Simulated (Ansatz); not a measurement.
Single-point calculation, with input and output: Al₂Cu

- system: Al₂Cu (9 atoms in the cell)
- method: DFT r2SCAN, scalar-relativistic, plane waves, PAW, no spin polarisation (Ansatz 0.2.0)

The structure derives from a Materials Project entry. It belongs to a series of runs on one base structure; here: the relaxed cell repeated 3 times. Figures and captions count atoms from 1; the log counts them from 0 in places.

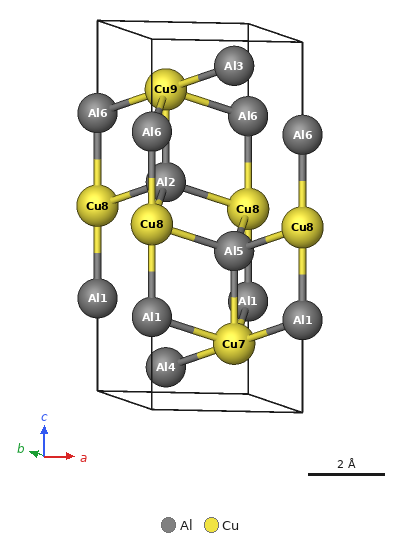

Figure 1. The structure as given in the input (ball-and-stick view of the cell of the calculation, seen slightly off an axis; atoms are numbered from 1 in the order of the input). An atom can appear more than once, as a periodic image. Near neighbours in the periodic cell (some may lie outside the picture): Al has 4 Cu at 2.48 Å; Cu has 8 Al at 2.48 Å.

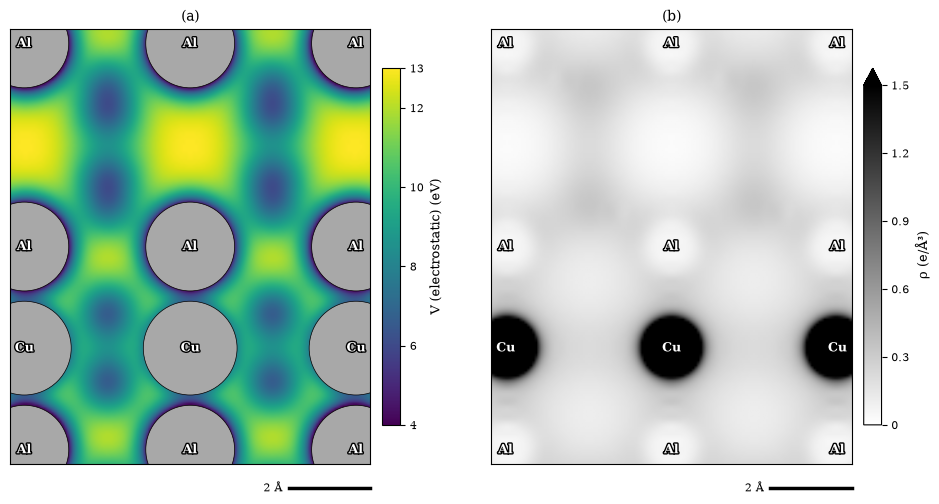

Figure 2. (a) electrostatic potential energy of an electron; (b) valence charge density (pseudo) on the (100) plane of the calculation cell. Grey discs, where drawn, cover atomic cores. Al–Cu (2.48 Å): ρ is about 0.33 e/Å³ halfway. Away from the nuclei the density in this plane falls to 0.03 e/Å³ at its lowest. Outside the cores the potential energy rises away from the atoms and is highest about 2.4 Å from the nearest atoms; outside the discs it spans about 9 eV, and its zero is arbitrary. The fields are those of the smooth PAW valence density.

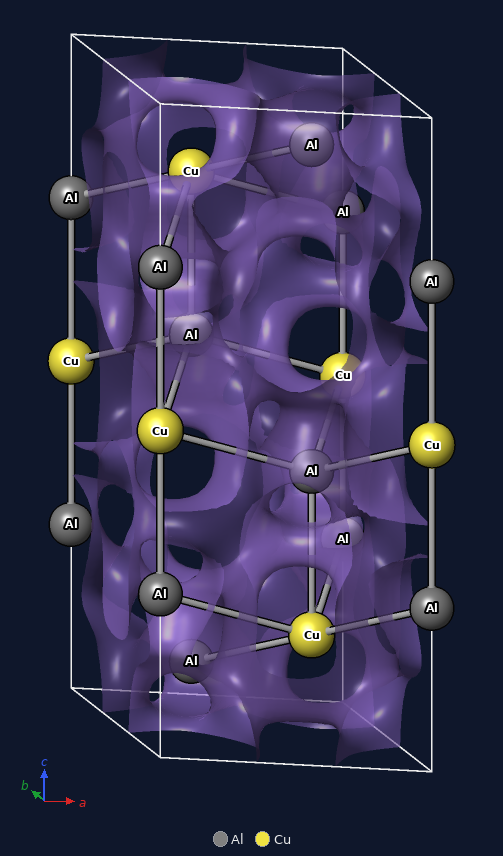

Figure 3. Isosurface of the ELF at 0.5 (purple), seen slightly off an axis. Core shells and regions of very low density are left out. Sticks mark near contacts. The outline is the calculation cell. Profiles from the grid: Al–Cu (2.48 Å): the ELF peaks at about 0.70 between the atoms.

The input that produced these results follows, with the program's output.

### The input
```yaml
crystal:
  lattice:
    - [-2.0273575171, 2.0273575171, -2.8669875149]
    - [-2.0273575171, -2.0273575171, 2.8669875149]
    - [0.0, 8.1094300684, 5.7339750297]
  atoms:
    - { symbol: Al, position: [0.0, 0.0, 0.25] }
    - { symbol: Al, position: [0.3333333333, 0.6666666667, 0.5833333333] }
    - { symbol: Al, position: [0.6666666667, 0.3333333333, 0.9166666667] }
    - { symbol: Al, position: [0.3333333333, 0.6666666667, 0.0833333333] }
    - { symbol: Al, position: [0.6666666667, 0.3333333333, 0.4166666667] }
    - { symbol: Al, position: [0.0, 0.0, 0.75] }
    - { symbol: Cu, position: [0.6666666667, 0.3333333333, 0.1666666667] }
    - { symbol: Cu, position: [0.0, 0.0, 0.5] }
    - { symbol: Cu, position: [0.3333333333, 0.6666666667, 0.8333333333] }
basis:
  ecutwfc: 500
kpoints:
  mp_grid: { grid: [13, 13, 5] }
hamiltonian:
  xc: r2scan
scf:
  occupations: { method: gaussian, width: 0.15 }
output:
  forces: true
  stress: true
  eigenvalues: true
  write_density: true
  write_potential: true
  elf: true
  volumetric_format: npy
```

Launched with:
```bash
ansatz run input.yaml --threads 2 --pin off --max-ram 5120MiB --backend cpu --events-out ev --progress --plain --runs-dir out
```

### What the program printed
```
Warning: 24 symmetry operations that the atoms keep within the bar at which the run's group was sought (crystal.symmetry.tolerance 1.0e-5, or twice it) were not taken beside the 12 unitary ones that the detection took (of a slab, those that keep its plane). If the more symmetric cell is meant, write the vectors of crystal.lattice to more decimals, or, with the positions in fractional coordinates, give it by lengths and angles (which lays the cell in the standard orientation, to which the deck's other Cartesian keys then refer), with the lengths that are meant to be equal typed equal, the angles likewise, and each angle that the symmetry fixes typed at its exact value (of a frozen-density pass: in the run whose state it reads). The detection then takes those 24 too, where the atoms keep them as a group. The lattice (crystal.lattice as typed, or as saved on a frozen-density pass laid at its state's geometry) misses each of them by more than the tolerance, the farthest off changing a squared length by the fraction 9.0e-5. The run does not impose them: its cell is that one, or, where this deck is also told that its lattice was moved onto its group, that cell laid onto the operations that were taken. If the cell is strained on purpose, what lies past the tolerance is rightly left out.
Engine: ansatz 0.2.0, x86_64-unknown-linux-gnu
Pseudopotentials: kind: paw
Pseudopotential: Al, paw, valence charge 3, recommended cutoff 500 eV (meta_gga), Al.paw.azcp
Pseudopotential: Cu, paw, valence charge 19, recommended cutoff 500 eV (meta_gga), Cu.paw.azcp
Functional definition: r2SCAN
  parameter k0 = 0.174
  parameter k1 = 0.065
  parameter a1 = 4.9479
  exchange = r2scan_x(k0 = k0, k1 = k1, a1 = a1)
  correlation = r2scan_c
Crystal: 9 atoms, lattice volume = 141.406 Å³
Basis set: ecut = 500 eV, 3595 PW (Γ), exchange–correlation on 120×120×300 points (64 copies of the dense FFT grid, shifted against one another)
Bands: 47, of which v1, the nominal top of the filled ones, is band 38 counted from 1 (37 counted from 0)
Symmetry: 12 space group operations
Space group: I4/mmm (ITA 139), of the structure as read, at distance tolerance 5.2e-5 Å
k-points: 231 of 845
Non-local potential: Al, projectors of the file, l = 0: 2, l = 1: 2, l = 2: 1
Non-local potential: Cu, projectors of the file, l = 0: 3, l = 1: 2, l = 2: 3, l = 3: 1
PAW form: soft (Blöchl's): semilocal exchange-correlation on the pseudo side does not see the compensation charge
PAW frozen core: Al, regenerated for the run's functional (the file was generated under x = pbe(κ = 0.804, μ = 0.2195149727645171), c = pbe(β = 0.06672455060314922))
PAW frozen core: Cu, regenerated for the run's functional (the file was generated under x = pbe(κ = 0.804, μ = 0.2195149727645171), c = pbe(β = 0.06672455060314922))
PAW one-centre angular grid: Al, 302 points (default); XC on 160 Gauss nodes
PAW one-centre angular grid: Cu, 590 points (default); XC on 160 Gauss nodes
Initial density: superposition of atomic densities (neutral atoms: chi_scale 0, normalization atom), corrected by the library's trained network
Initial wavefunctions: pseudopotential atomic-orbital guess
Functional: x = r2scan, c = r2scan; τ floored in thin density (d = 2e-4 eV/Å³)
SCF iter   1: F=—  HF=-23138.081931 eV  |F-HF|=—  |Δ(HF+E_count)|=         —  Δρ=2.30e-2  dr2=5.34e-1  dr2_τ=3.38e-2  ethr=1.77e-3  ⟨swp⟩=8.9  Hψ=48803  notcnv=0  defer=15
preconditioner: auto → Kerker (q_TF=auto, 2.455 Å⁻¹)  [metal: Δε(μ)=0.005 eV  Ē_g=7.972 eV  σ=0.150 eV  W_gap=0.02  n_scr=36 (ndim 8)  ℏωp=22.3 eV  f_vac=0.001  D(μ)=2.60/eV (n_scr^D=10)]
SCF iter   2: F=—  HF=-23138.175021 eV  |F-HF|=—  |Δ(HF+E_count)|=   9.31e-2  Δρ=1.86e-2  dr2=2.46e-1  dr2_τ=2.72e-3  ethr=7.12e-4  ⟨swp⟩=2.0  Hψ=19220  notcnv=0  defer=683
SCF iter   3: F=—  HF=-23138.098946 eV  |F-HF|=—  |Δ(HF+E_count)|=   7.61e-2  Δρ=4.35e-3  dr2=3.49e-2  dr2_τ=8.66e-5  ethr=3.28e-4  ⟨swp⟩=2.0  Hψ=16729  notcnv=0  defer=683
SCF iter   4: F=—  HF=-23138.090037 eV  |F-HF|=—  |Δ(HF+E_count)|=   8.91e-3  Δρ=1.37e-3  dr2=1.75e-3  dr2_τ=2.61e-5  ethr=4.65e-5  ⟨swp⟩=2.1  Hψ=18197  notcnv=0  defer=681
SCF iter   5: F=—  HF=-23138.090348 eV  |F-HF|=—  |Δ(HF+E_count)|=   3.11e-4  Δρ=6.04e-4  dr2=5.13e-4  dr2_τ=2.23e-6  ethr=2.33e-6  ⟨swp⟩=2.0  Hψ=13787  notcnv=0  defer=681
SCF iter   6: F=—  HF=-23138.090299 eV  |F-HF|=—  |Δ(HF+E_count)|=   4.90e-5  Δρ=2.34e-4  dr2=1.06e-4  dr2_τ=3.34e-7  ethr=6.83e-7  ⟨swp⟩=2.0  Hψ=16106  notcnv=0  defer=681
SCF iter   7: F=—  HF=-23138.090292 eV  |F-HF|=—  |Δ(HF+E_count)|=   7.44e-6  Δρ=7.72e-5  dr2=1.22e-5  dr2_τ=3.01e-8  ethr=1.41e-7  ⟨swp⟩=1.9  Hψ=15102  notcnv=0  defer=681
SCF iter   8: F=—  HF=-23138.090320 eV  |F-HF|=—  |Δ(HF+E_count)|=   2.87e-5  Δρ=2.04e-5  dr2=8.74e-7  dr2_τ=3.00e-9  ethr=1.62e-8  ⟨swp⟩=2.5  Hψ=15808  notcnv=0  defer=681
SCF iter   9: F=-23138.090321 eV  HF=-23138.090321 eV  |F-HF|=9.79e-9  |Δ(HF+E_count)|=   1.41e-7  Δρ=2.87e-6  dr2=2.13e-8  dr2_τ=4.82e-11  ethr=1.33e-10  ⟨swp⟩=13.1  Hψ=73472  notcnv=0
SCF 1 converged in 9 iterations: F = -23138.090321 eV  dr2 = 2.13e-8
  greatest PAW one-centre occupation: 1.000 electrons in one spin orbital (limit 2), on the Cu atom at site 8 (counted from 0), in its partial waves of l = 0
SCF converged after 9 iterations
Free energy (F): -23138.090321 eV
Harris-Foulkes:  -23138.090321 eV  (|F-HF|=9.79e-9)
Internal energy: -23138.060864 eV  (E = F + TS)
E sigma→0 (E₀):  -23138.075592 eV
Entropy (-TS):   -0.029457 eV (-3.273 meV/atom)
Fermi energy:    9.329262 eV
--- Per-component energies (eV) ---
  E_band       = -1553.772915
  E_kinetic    = 1039.439347
  E_local      = -17688.842260  (includes V_loc(G=0)·N_el)
  E_nonlocal   = 1213.453714
  E_hartree    = 7931.816388
  E_xc         = -476.528051
  E_vxc        = -570.141743  (∫ρ·V_xc dr)
  E_paw        = -7848.066837  (= ΣΔE_a)
  E_vpaw       = -1447.723469  (= ΣTr[D̂ρ^β])
  E_aug_tail   = 0.000439  (compensation charges beyond the density's cutoff)
  E_vtau       = 36.427626  (kinetic-family band-sum trace: ∫τ·v_τ [+ j·A + Jᵃ·Aᵃ] dr)
  E_ewald      = -7308.069631
  E_core_change = -1.263972  (= ΣΔE_core)
  E_smearing   = -0.029457  (= −TS)
  E_closure    = -0.000000  (closes the sum)
  Σ components = -23138.090321   (vs F -23138.090321, Δ=0.00e0)
--- Forces (eV/Å), atoms counted from 1 ---
  atom   1  Al    -0.00000000    -0.00576555    -0.00406704
  atom   2  Al     0.00000000    -0.00576555    -0.00406704
  atom   3  Al     0.00000000    -0.00576555    -0.00406704
  atom   4  Al    -0.00000000     0.00576555     0.00406704
  atom   5  Al     0.00000000     0.00576555     0.00406704
  atom   6  Al     0.00000000     0.00576555     0.00406704
  atom   7  Cu     0.00000000     0.00000000    -0.00000000
  atom   8  Cu     0.00000000     0.00000000     0.00000000
  atom   9  Cu     0.00000000     0.00000000     0.00000000
  max |Σ_I F_I| component: 8.67e-19 eV/Å
--- Stress (GPa, compression-positive) ---
        0.181849       0.000000       0.000000
       -0.000000      -0.157373      -0.240102
       -0.000000      -0.240102       0.016665
  P = ⅓ Tr σ = 0.0137 GPa (0.137 kbar)
--- Band table (eV; the first three rows and the last of 231) ---
  k-point 0: bands = ["-108.4385", "-108.4385", "-108.4385", "-64.2292", "-64.2292", "-64.2291", "-64.2264", "-64.2264", "-64.2264", "-64.2264", "-64.2264", "-64.2264", "-1.4950", "0.0505", "0.0505", "3.8589", "3.8589", "4.6017", "4.6030", "4.6031", "4.7396", "4.7396", "4.7396", "4.7396", "5.1776", "5.1777", "5.2015", "5.2015", "5.2016", "5.2016", "6.0540", "6.0540", "10.2412", "10.2412", "10.2416", "10.2416", "12.3340", "12.3347", "12.3349", "12.4702", "12.4707", "12.4708", "12.9106", "12.9106", "12.9110", "12.9110", "13.4640"]
  k-point 1: bands = ["-108.4385", "-108.4385", "-108.4385", "-64.2292", "-64.2292", "-64.2291", "-64.2264", "-64.2264", "-64.2264", "-64.2264", "-64.2264", "-64.2264", "-1.4316", "-0.4943", "0.6843", "3.2756", "4.2100", "4.5810", "4.6134", "4.6134", "4.7159", "4.7159", "4.7498", "4.7499", "5.1748", "5.1749", "5.1764", "5.1764", "5.2334", "5.2334", "5.4935", "6.9998", "10.0397", "10.0401", "10.5264", "10.5267", "11.0358", "11.8224", "11.8224", "12.6317", "12.6320", "13.0333", "13.0334", "13.2428", "13.3010", "13.3013", "13.4338"]
  k-point 2: bands = ["-108.4385", "-108.4385", "-108.4385", "-64.2292", "-64.2291", "-64.2291", "-64.2264", "-64.2264", "-64.2264", "-64.2264", "-64.2264", "-64.2264", "-1.2419", "-0.9280", "1.3088", "2.6179", "4.4039", "4.5177", "4.6418", "4.6418", "4.6800", "4.6800", "4.7525", "4.7525", "5.1666", "5.1667", "5.1690", "5.1691", "5.2555", "5.2555", "5.2692", "8.2168", "9.5911", "9.9342", "9.9346", "10.8865", "10.8866", "11.3186", "11.3187", "12.4897", "12.4899", "13.4261", "13.4343", "13.5964", "13.5965", "13.5972", "13.6793"]
  k-point 230: bands = ["-108.4385", "-108.4385", "-108.4385", "-64.2292", "-64.2291", "-64.2291", "-64.2265", "-64.2265", "-64.2265", "-64.2264", "-64.2264", "-64.2264", "1.1646", "1.6116", "2.5816", "2.8834", "3.2379", "3.6744", "3.9809", "4.6576", "4.7112", "4.7942", "4.8841", "5.1475", "5.1713", "5.1904", "5.2042", "5.2491", "5.2859", "5.2870", "5.3228", "5.3458", "5.5362", "6.7590", "7.2803", "7.6829", "8.3990", "8.7648", "9.4518", "10.2548", "11.1320", "11.5453", "12.0020", "13.1593", "14.3189", "14.5605", "15.1222"]
```

### Key numbers

```tsv
quantity	value
outcome	converged
space group (tolerance 0.01 Å)	Fm-3m (225)
electrons treated	75
free energy	−23138.0903 eV
Fermi energy	9.329 eV
gap on the k-point mesh	none (metallic)
pressure	0.01 GPa
largest force (length of the vector)	0.007 eV/Å
hardware	2 threads of Oxide Virtual Turin-like (Zen 5), 32 GiB of memory available, shared host
wall time	61 s (CPU time 2 min)
peak memory	1.6 GiB
```

### Notes

Warnings of the run: near-symmetries of the structure were not used.
